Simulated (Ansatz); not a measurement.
PtSe2

```
CELL_PARAMETERS angstrom
6.26179 0.00000 0.00000
0.00000 6.26179 0.00000
0.00000 0.00000 6.26179
ATOMIC_POSITIONS crystal
Pt 0.00000 0.00000 0.00000
Pt 0.50000 0.50000 0.00000
Pt 0.50000 0.00000 0.50000
Pt 0.00000 0.50000 0.50000
Se 0.25000 0.25000 0.25000
Se 0.75000 0.75000 0.25000
Se 0.75000 0.25000 0.75000
Se 0.25000 0.75000 0.75000
Se 0.75000 0.25000 0.25000
Se 0.25000 0.75000 0.25000
Se 0.25000 0.25000 0.75000
Se 0.75000 0.75000 0.75000
```

Space group Fm-3m; started from the fluorite prototype, which need not be the ambient phase.

All numbers below come from DFT, PBE, plane waves, PAW (Ansatz 0.2.0).

Core electrons are frozen (PAW), and the valence fields are smoothed inside the atomic spheres.

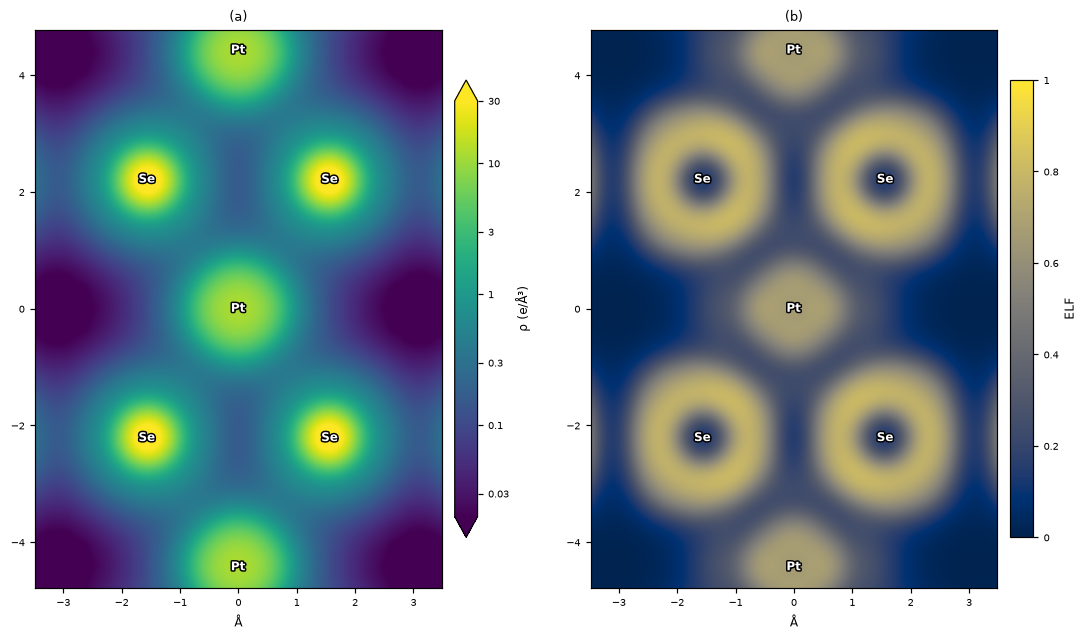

Figure 1. (a) valence charge density (pseudo); (b) ELF on the (011) plane of the conventional cell.

**Interpret the plot.**

The plane passes through Pt and Se nuclei.
Pt–Se (2.71 Å): ρ is about 0.39 e/Å³ halfway; the ELF is about 0.35 at the midpoint and 0.25 at its lowest between the atoms.
Between the atoms the lowest density in this plane is 0.01 e/Å³.
The features right at Pt lie inside the PAW spheres, where the map follows smoothed inner orbitals and isn't to be read closely.

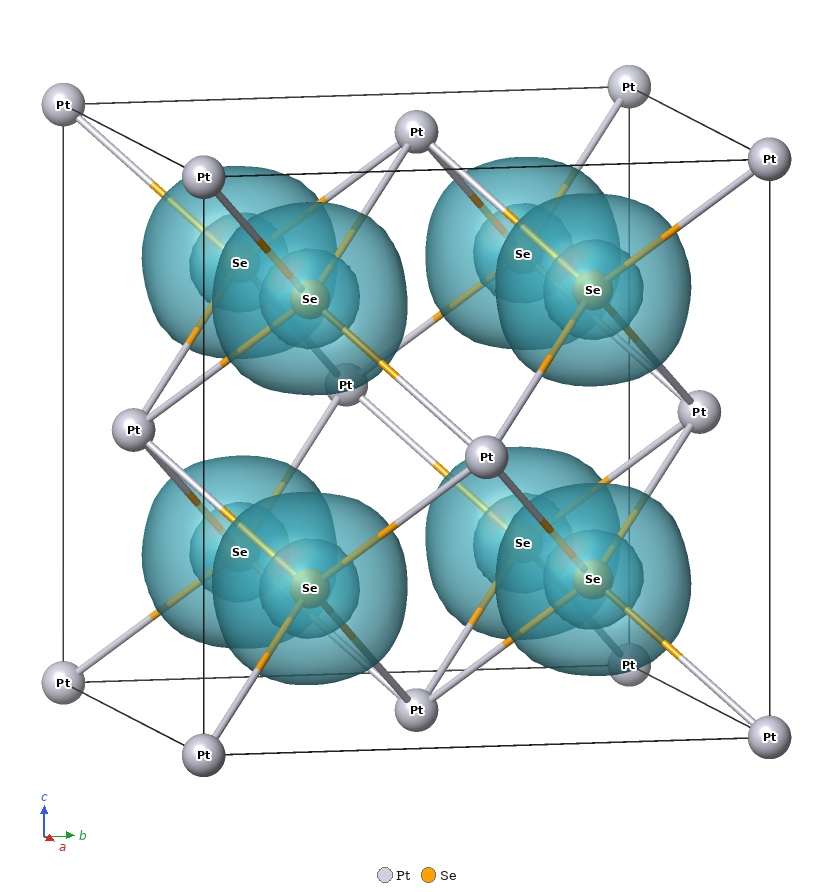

Figure 2. Isosurface of the electron localisation function at 0.65 (cyan), seen slightly off an axis. Core shells and regions of very low density are left out. Sticks mark near contacts.

**Identify the bonds, lone pairs and shells in this picture.**

The surface consists of eight regions wrapped around Se (the valence shell of each), counted in one cell of 12 atoms. Regions shared between cells count once.
